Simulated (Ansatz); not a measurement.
## Single-point calculation, with input and output: WS$_{2}$ (part 1 of 2)

The run: single-point calculation of WS$_{2}$ (42 atoms in the cell). Method and program: DFT LDA, scalar-relativistic, plane waves, PAW, no spin polarisation (Ansatz 0.2.0).

The structure derives from a Materials Project entry. It belongs to a series of runs on one base structure; here: the perfect crystal in a cell of 42 atoms.

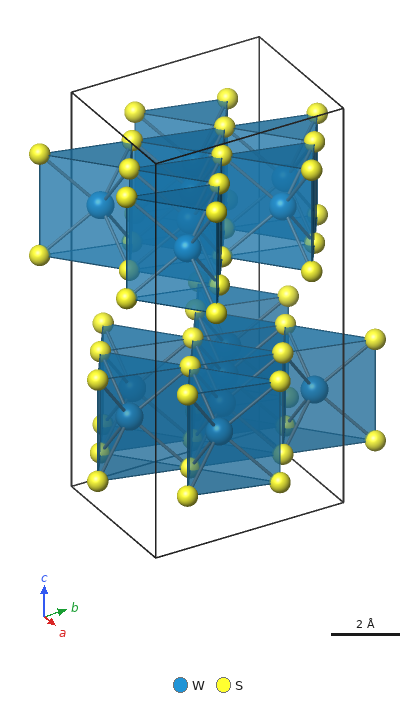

*The input geometry (polyhedral view of the cell of the calculation, seen slightly off an axis; polyhedra are completed across the faces of the cell).*

## Key numbers

```csv
quantity,value
outcome,converged
space group (tolerance 0.01 Å),P6₃/mmc (194)
electrons treated,364
free energy,−166203.6404 eV
Fermi energy,12.648 eV
gap on the k-point mesh,1.19 eV
pressure,0.01 GPa
largest force (length of the vector),0.007 eV/Å
hardware,"4 threads of AMD EPYC (Zen 3), 189 GiB of memory available, shared host"
wall time,31 s (CPU time 1.8 min)
peak memory,3 GiB
```

Spin–orbit coupling is left out, which matters for W.

## Input file
```yaml
crystal:
  lattice:
    - [-1.5633924863, -8.1236256951, 0.0]
    - [7.816962466, 2.7078752383, 0.0]
    - [0.0, 0.0, 12.162700499]
  atoms:
    - { symbol: W, position: [0.4761904762, 0.0952380952, 0.25] }
    - { symbol: W, position: [0.619047619, 0.5238095238, 0.25] }
    - { symbol: W, position: [0.1904761905, 0.2380952381, 0.25] }
    - { symbol: W, position: [0.7619047619, 0.9523809524, 0.25] }
    - { symbol: W, position: [0.3333333333, 0.6666666667, 0.25] }
    - { symbol: W, position: [0.9047619048, 0.380952381, 0.25] }
    - { symbol: W, position: [0.0476190476, 0.8095238095, 0.25] }
    - { symbol: W, position: [0.6666666667, 0.3333333333, 0.75] }
    - { symbol: W, position: [0.8095238095, 0.7619047619, 0.75] }
    - { symbol: W, position: [0.380952381, 0.4761904762, 0.75] }
    - { symbol: W, position: [0.9523809524, 0.1904761905, 0.75] }
    - { symbol: W, position: [0.5238095238, 0.9047619048, 0.75] }
    - { symbol: W, position: [0.0952380952, 0.619047619, 0.75] }
    - { symbol: W, position: [0.2380952381, 0.0476190476, 0.75] }
    - { symbol: S, position: [0.4761904762, 0.0952380952, 0.6215753874] }
    - { symbol: S, position: [0.619047619, 0.5238095238, 0.6215753874] }
    - { symbol: S, position: [0.1904761905, 0.2380952381, 0.6215753874] }
    - { symbol: S, position: [0.7619047619, 0.9523809524, 0.6215753874] }
    - { symbol: S, position: [0.3333333333, 0.6666666667, 0.6215753874] }
    - { symbol: S, position: [0.9047619048, 0.380952381, 0.6215753874] }
    - { symbol: S, position: [0.0476190476, 0.8095238095, 0.6215753874] }
    - { symbol: S, position: [0.6666666667, 0.3333333333, 0.1215753874] }
    - { symbol: S, position: [0.8095238095, 0.7619047619, 0.1215753874] }
    - { symbol: S, position: [0.380952381, 0.4761904762, 0.1215753874] }
    - { symbol: S, position: [0.9523809524, 0.1904761905, 0.1215753874] }
    - { symbol: S, position: [0.5238095238, 0.9047619048, 0.1215753874] }
    - { symbol: S, position: [0.0952380952, 0.619047619, 0.1215753874] }
    - { symbol: S, position: [0.2380952381, 0.0476190476, 0.1215753874] }
    - { symbol: S, position: [0.4761904762, 0.0952380952, 0.8784246126] }
    - { symbol: S, position: [0.619047619, 0.5238095238, 0.8784246126] }
    - { symbol: S, position: [0.1904761905, 0.2380952381, 0.8784246126] }
    - { symbol: S, position: [0.7619047619, 0.9523809524, 0.8784246126] }
    - { symbol: S, position: [0.3333333333, 0.6666666667, 0.8784246126] }
    - { symbol: S, position: [0.9047619048, 0.380952381, 0.8784246126] }
    - { symbol: S, position: [0.0476190476, 0.8095238095, 0.8784246126] }
    - { symbol: S, position: [0.6666666667, 0.3333333333, 0.3784246126] }
    - { symbol: S, position: [0.8095238095, 0.7619047619, 0.3784246126] }
    - { symbol: S, position: [0.380952381, 0.4761904762, 0.3784246126] }
    - { symbol: S, position: [0.9523809524, 0.1904761905, 0.3784246126] }
    - { symbol: S, position: [0.5238095238, 0.9047619048, 0.3784246126] }
    - { symbol: S, position: [0.0952380952, 0.619047619, 0.3784246126] }
    - { symbol: S, position: [0.2380952381, 0.0476190476, 0.3784246126] }
basis:
  ecutwfc: 420
  xc_grid: 2
kpoints:
  mp_grid: { grid: [2, 2, 2], shift: [0.0, 0.0, 0.0] }
hamiltonian:
  xc: lda
scf:
  occupations: { method: gaussian, width: 0.01 }
output:
  forces: true
  stress: true
  eigenvalues: true
  write_density: true
  write_potential: true
  elf: true
  volumetric_format: npy
```

Launched with:
```bash
ansatz run input.yaml --threads 4 --pin off --max-ram 8192MiB --backend cpu --events-out ev --progress --plain --runs-dir out
```

## Output
```
Engine: ansatz 0.2.0, x86_64-unknown-linux-gnu
Pseudopotentials: kind: paw
Pseudopotential: W, paw, valence charge 14, recommended cutoff 420 eV (normal), W.paw.azcp
Pseudopotential: S, paw, valence charge 6, recommended cutoff 420 eV (normal), S.paw.azcp
Functional definition: SPW92
  exchange = slater_x
  correlation = pw_c
Crystal: 42 atoms, lattice volume = 720.866 Å³
Basis set: ecut = 420 eV, 14099 PW (Γ), exchange–correlation on 120×120×180 points (8 copies of the dense FFT grid, shifted against one another)
Bands: 224, of which v1, the nominal top of the filled ones, is band 182 counted from 1 (181 counted from 0)
Symmetry: 84 space group operations
Space group: P63/mmc (ITA 194), of the structure as read, at distance tolerance 9.0e-5 Å
k-points: 4 of 8
Non-local potential: W, projectors of the file, l = 0: 3, l = 1: 2, l = 2: 2, l = 3: 1
Non-local potential: S, projectors of the file, l = 0: 2, l = 1: 2, l = 2: 2
PAW form: soft (Blöchl's): semilocal exchange-correlation on the pseudo side does not see the compensation charge
PAW frozen core: W, regenerated for the run's functional, and the local potential with it (the file was generated under x = pbe(κ = 0.804, μ = 0.2195149727645171), c = pbe(β = 0.06672455060314922))
PAW frozen core: S, regenerated for the run's functional, and the local potential with it (the file was generated under x = pbe(κ = 0.804, μ = 0.2195149727645171), c = pbe(β = 0.06672455060314922))
PAW one-centre angular grid: W, 590 points (default); XC on 64 Gauss nodes
PAW one-centre angular grid: S, 110 points (default); XC on 64 Gauss nodes
Initial density: superposition of atomic densities (neutral atoms: chi_scale 0, normalization atom), corrected by the library's trained network
Initial wavefunctions: pseudopotential atomic-orbital guess
Functional: x = slater, c = lda
SCF iter   1: F=—  HF=-166203.806242 eV  |F-HF|=—  |Δ(HF+E_count)|=         —  Δρ=9.84e-3  dr2=1.02e0  ethr=1.77e-3  ⟨swp⟩=6.5  Hψ=3713  notcnv=0  defer=4
preconditioner: auto → Resta (q_TF=auto, 2.435 Å⁻¹)  ε∞=7.8  [insulator: Δε(μ)=1.173 eV  Ē_g=8.443 eV  σ=0.010 eV  W_gap=1.00  n_scr=182 (ndim 8)  ℏωp=22.0 eV  f_vac=0.012  D(μ)=0.00/eV (n_scr^D=0)  ε∞_Penn≈7.8]
SCF iter   2: F=—  HF=-166203.644415 eV  |F-HF|=—  |Δ(HF+E_count)|=   1.62e-1  Δρ=4.02e-3  dr2=5.41e-2  ethr=2.80e-4  ⟨swp⟩=2.8  Hψ=1224  notcnv=0  defer=134
SCF iter   3: F=—  HF=-166203.641090 eV  |F-HF|=—  |Δ(HF+E_count)|=   3.32e-3  Δρ=2.23e-3  dr2=1.84e-2  ethr=1.49e-5  ⟨swp⟩=2.0  Hψ=1059  notcnv=0  defer=134
SCF iter   4: F=—  HF=-166203.639986 eV  |F-HF|=—  |Δ(HF+E_count)|=   1.10e-3  Δρ=5.29e-4  dr2=1.60e-3  ethr=5.06e-6  ⟨swp⟩=2.2  Hψ=1243  notcnv=0  defer=134
SCF iter   5: F=—  HF=-166203.639814 eV  |F-HF|=—  |Δ(HF+E_count)|=   1.72e-4  Δρ=6.87e-5  dr2=5.86e-5  ethr=4.38e-7  ⟨swp⟩=2.5  Hψ=1225  notcnv=0  defer=134
SCF iter   6: F=—  HF=-166203.640408 eV  |F-HF|=—  |Δ(HF+E_count)|=   5.94e-4  Δρ=1.07e-5  dr2=1.25e-6  ethr=1.61e-8  ⟨swp⟩=2.0  Hψ=1150  notcnv=0  defer=134
SCF iter   7: F=-166203.640409 eV  HF=-166203.640409 eV  |F-HF|=5.03e-9  |Δ(HF+E_count)|=   3.27e-7  Δρ=1.77e-6  dr2=2.47e-8  ethr=2.75e-11  ⟨swp⟩=15.0  Hψ=7276  notcnv=0
SCF 1 converged in 7 iterations: F = -166203.640409 eV  dr2 = 2.47e-8
  greatest PAW one-centre occupation: 1.000 electrons in one spin orbital (limit 2), on the W atom at site 13 (counted from 0), in its partial waves of l = 0
SCF converged after 7 iterations
Free energy (F): -166203.640409 eV
Harris-Foulkes:  -166203.640409 eV  (|F-HF|=5.03e-9)
Internal energy: -166203.640409 eV  (E = F + TS)
E sigma→0 (E₀):  -166203.640409 eV
Fermi energy:    12.648411 eV
--- Per-component energies (eV) ---
  E_band       = -2512.506738
  E_kinetic    = 9382.900135
  E_local      = -24005.850260  (includes V_loc(G=0)·N_el)
  E_nonlocal   = 914.122156
  E_hartree    = 9510.776770
  E_xc         = -6437.786556
  E_vxc        = -5842.834797  (∫ρ·V_xc dr)
  E_paw        = -132264.606857  (= ΣΔE_a)
  E_vpaw       = -1982.386897  (= ΣTr[D̂ρ^β])
  E_aug_tail   = -0.000911  (compensation charges beyond the density's cutoff)
  E_ewald      = -23311.448557
  E_core_change = 8.253672  (= ΣΔE_core)
  E_smearing   = -0.000000  (= −TS)
  E_closure    = 0.000000  (closes the sum)
  Σ components = -166203.640409   (vs F -166203.640409, Δ=0.00e0)
--- Forces (eV/Å), atoms counted from 1 ---
  atom   1  W     -0.00000000    -0.00000000    -0.00000000
  atom   2  W      0.00000000    -0.00000000    -0.00000000
  atom   3  W      0.00000000    -0.00000000    -0.00000000
  atom   4  W      0.00000000    -0.00000000    -0.00000000
  atom   5  W      0.00000000    -0.00000000    -0.00000000
  atom   6  W      0.00000000    -0.00000000    -0.00000000
  atom   7  W      0.00000000    -0.00000000    -0.00000000
  atom   8  W     -0.00000000     0.00000000     0.00000000
  atom   9  W     -0.00000000     0.00000000     0.00000000
  atom  10  W     -0.00000000     0.00000000     0.00000000
  atom  11  W     -0.00000000     0.00000000     0.00000000
  atom  12  W     -0.00000000     0.00000000     0.00000000
  atom  13  W     -0.00000000     0.00000000     0.00000000
  atom  14  W     -0.00000000     0.00000000     0.00000000
  atom  15  S      0.00000000     0.00000000    -0.00650755
  atom  16  S      0.00000000     0.00000000    -0.00650755
  atom  17  S     -0.00000000     0.00000000    -0.00650755
  atom  18  S      0.00000000    -0.00000000    -0.00650755
  atom  19  S      0.00000000    -0.00000000    -0.00650755
  atom  20  S     -0.00000000     0.00000000    -0.00650755
  atom  21  S      0.00000000     0.00000000    -0.00650755
  atom  22  S      0.00000000    -0.00000000    -0.00650755
  atom  23  S     -0.00000000    -0.00000000    -0.00650755
  atom  24  S     -0.00000000    -0.00000000    -0.00650755
  atom  25  S     -0.00000000    -0.00000000    -0.00650755
  atom  26  S     -0.00000000    -0.00000000    -0.00650755
  atom  27  S     -0.00000000    -0.00000000    -0.00650755
  atom  28  S      0.00000000    -0.00000000    -0.00650755
  atom  29  S      0.00000000     0.00000000     0.00650755
  atom  30  S     -0.00000000    -0.00000000     0.00650755
  atom  31  S      0.00000000     0.00000000     0.00650755
  atom  32  S      0.00000000     0.00000000     0.00650755
  atom  33  S     -0.00000000     0.00000000     0.00650755
  atom  34  S      0.00000000     0.00000000     0.00650755
  atom  35  S      0.00000000     0.00000000     0.00650755
  atom  36  S     -0.00000000    -0.00000000     0.00650755
  atom  37  S     -0.00000000    -0.00000000     0.00650755
  atom  38  S     -0.00000000    -0.00000000     0.00650755
  atom  39  S      0.00000000     0.00000000     0.00650755
  atom  40  S      0.00000000    -0.00000000     0.00650755
  atom  41  S      0.00000000    -0.00000000     0.00650755
  atom  42  S      0.00000000     0.00000000     0.00650755
  max |Σ_I F_I| component: 1.26e-17 eV/Å
--- Stress (GPa, compression-positive) ---
        0.018161       0.000000       0.000000
       -0.000000       0.018161       0.000000
        0.000000       0.000000       0.005320
  P = ⅓ Tr σ = 0.0139 GPa (0.139 kbar)
--- Band table (eV) ---
  k-point 0: bands = ["-62.4696", "-62.4696", "-62.4504", "-62.4504", "-62.4504", "-62.4504", "-62.4504", "-62.4504", "-62.4504", "-62.4504", "-62.4504", "-62.4504", "-62.4504", "-62.4504", "-26.9038", "-26.9038", "-26.9038", "-26.9038", "-26.9038", "-26.9038", "-26.9038", "-26.9038", "-26.9038", "-26.9038", "-26.9038", "-26.9038", "-26.7934", "-26.7933", "-26.7260", "-26.7260", "-26.7260", "-26.7260", "-26.7260", "-26.7260", "-26.7260", "-26.7260", "-26.7260", "-26.7260", "-26.7260", "-26.7260",
      "-26.6960", "-26.6960", "-26.6960", "-26.6960", "-26.6960", "-26.6960", "-26.6960", "-26.6960", "-26.6960", "-26.6960", "-26.6960", "-26.6960", "-26.5785", "-26.5785", "-26.5785", "-26.5785", "-3.7493", "-3.4822", "-2.1480", "-1.7740", "-1.7740", "-1.7740", "-1.7740", "-1.7740", "-1.7740", "-1.6316", "-1.5735", "-1.5735", "-1.5735", "-1.5735", "-1.5735", "-1.5735", "-1.3035", "-1.3035", "-1.3035", "-1.3035", "-1.3035", "-1.3035", "-1.0734", "-1.0734",
      "-1.0734", "-1.0734", "-1.0734", "-1.0734", "4.1632", "5.2119", "5.2119", "5.2119", "5.2119", "5.2119", "5.2119", "5.3466", "5.5076", "5.5076", "5.5076", "5.5076", "5.5076", "5.5076", "6.2415", "6.2415", "6.2415", "6.2415", "6.2415", "6.2415", "6.3826", "6.3826", "6.3826", "6.3826", "6.3826", "6.3826", "6.6147", "6.6147", "6.6147", "6.6147", "6.6147", "6.6147", "7.2989", "7.2989", "7.2989", "7.2989",
      "7.2989", "7.2989", "7.3873", "7.3873", "7.3873", "7.3873", "7.3873", "7.3873", "7.9822", "7.9822", "7.9822", "7.9822", "7.9822", "7.9822", "7.9960", "8.4580", "8.4580", "8.4729", "8.4729", "8.7221", "8.7221", "8.7221", "8.7221", "8.7221", "8.7221", "8.8947", "8.8947", "8.8947", "8.8947", "8.8947", "8.8947", "9.5099", "9.5099", "9.5099", "9.5099", "9.5099", "9.5099", "9.7286", "9.7286", "9.7286",
      "9.7286", "9.7286", "9.7286", "9.7445", "9.7445", "9.8045", "9.8045", "10.4641", "10.4641", "10.4641", "10.4641", "10.4641", "10.4641", "10.5385", "10.5385", "10.5385", "10.5385", "10.5385", "10.5385", "10.6025", "10.6481", "12.0522", "13.2448", "13.2448", "13.2448", "13.2448", "13.2448", "13.2448", "14.2336", "14.2336", "14.2336", "14.2336", "14.2336", "14.2336", "14.3621", "14.3621", "14.3720", "14.3720", "14.4401", "14.4401",
      "14.4963", "14.4963", "14.4963", "14.4963", "14.4963", "14.4963", "14.5465", "14.5465", "14.5465", "14.5465", "14.5465", "14.5465", "14.6586", "14.6586", "14.7061", "14.7061", "14.7061", "14.7061", "14.7061", "14.7061", "15.3811", "15.3811", "15.3811", "15.3811"]
```
